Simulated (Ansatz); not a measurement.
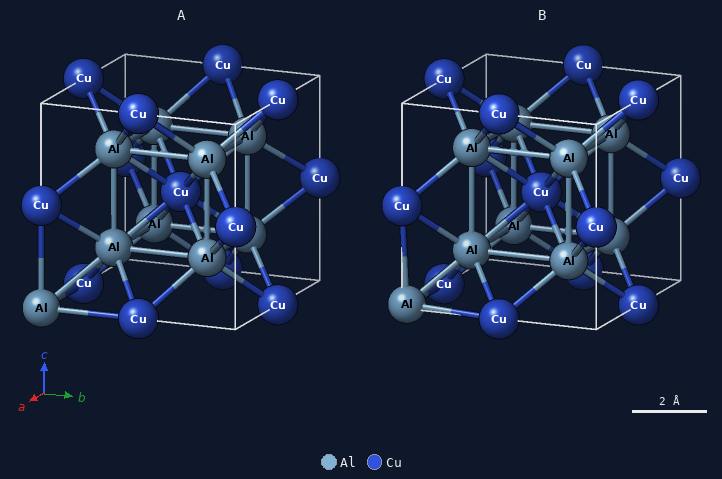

Two geometries of a defect cell of composition Al₉Cu₄, drawn at one scale. One is the start of a relaxation, the other its converged end. Style: ball-and-stick. Shown: the cell of the calculation, slightly off an axis.

Level of theory: DFT PBE, scalar-relativistic, plane waves, PAW in Ansatz 0.2.0. Set-up: plane-wave cutoff 420 eV; k-point mesh 4 × 4 × 4; occupations gaussian; smearing width 0.1 eV; mesh shifted by (0.5, 0.5, 0.5); no spin polarisation; atoms relaxed in a fixed cell; force threshold 0.02 eV/Å; at most 60 steps.

Which of the two is the end point?

Structure A is the relaxed one. Case: Al interstitial, charge +0, atoms relaxed. The atoms of the start lie slightly off their symmetric places, so part of the fall in energy undoes that. An Al atom moves most: 0.19 Å along [2 −1 −1]. By element the largest moves are Al 0.19 Å, Cu 0.02 Å. The cell stays as it was. Some distances before and after: Al–Al 2.318 → 2.607 Å, Al–Al 2.401 → 2.608 Å, Al–Cu 2.713 → 2.889 Å, Al–Al 2.891 → 2.772 Å. The energy falls by 0.951 eV per cell of the calculation in 3 accepted moves (4 points after the start). The largest force component goes from 2.6 to 0.0011 eV/Å. 1 step only repeated the SCF at the same geometry.

Limits of the set-up: the periodic images lie only 5.8 Å apart, so the values are limited by the cell's size.
